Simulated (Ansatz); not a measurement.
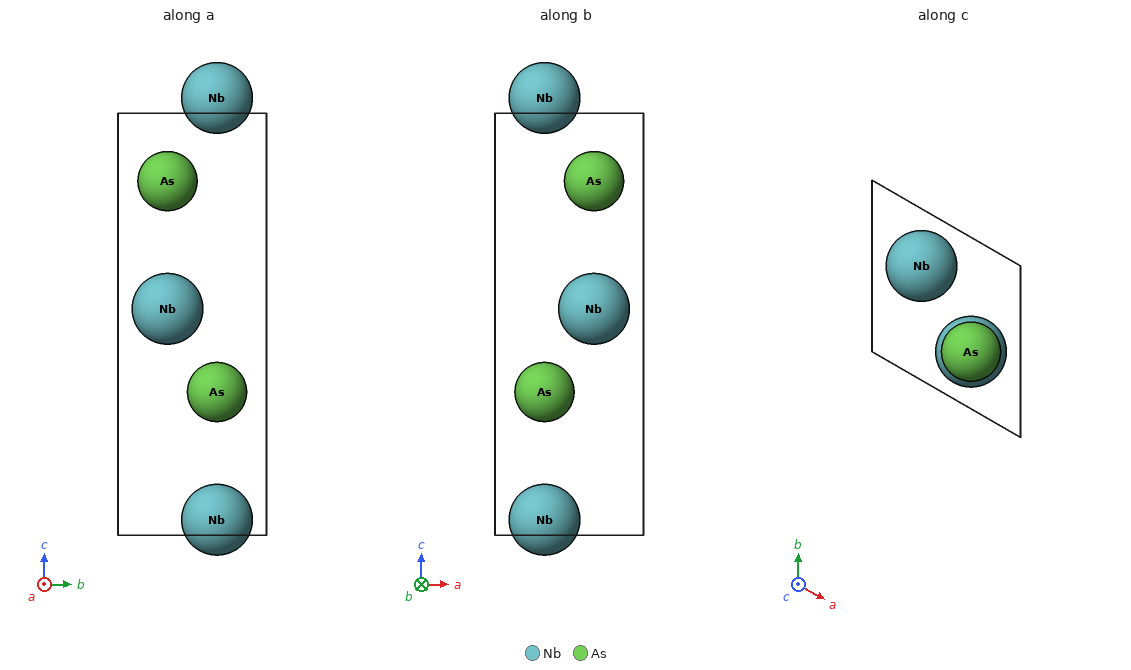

The figure gives a spheres-only picture of the atoms, viewed along the a axis, along the b axis and along the c axis. The conventional unit cell is outlined; an atom on or near a face, edge or corner is repeated at each equivalent position.

Lattice parameters: a = 3.400 Å, b = 3.400 Å, c = 8.362 Å, α = 90.00°, β = 90.00°, γ = 120.00°. Put a along x and b in the xy plane.

Question: Put the structure into a POSCAR file, with free fractional coordinates to two decimals.

Answer:
```
Nb As
1.0
     3.400    0.000    0.000
    -1.700    2.944    0.000
     0.000    0.000    8.362
Nb As
2 2
Direct
  0.3333 0.6667 0.04
  0.6667 0.3333 0.54
  0.3333 0.6667 0.34
  0.6667 0.3333 0.84
```

The structure was taken from a structure type filled with these elements by a generator (whether the compound takes this form wasn't checked). This is the structure after a relaxation with DFT, PBE, PAW with Ansatz's default frozen-core files, scalar-relativistic (Ansatz).
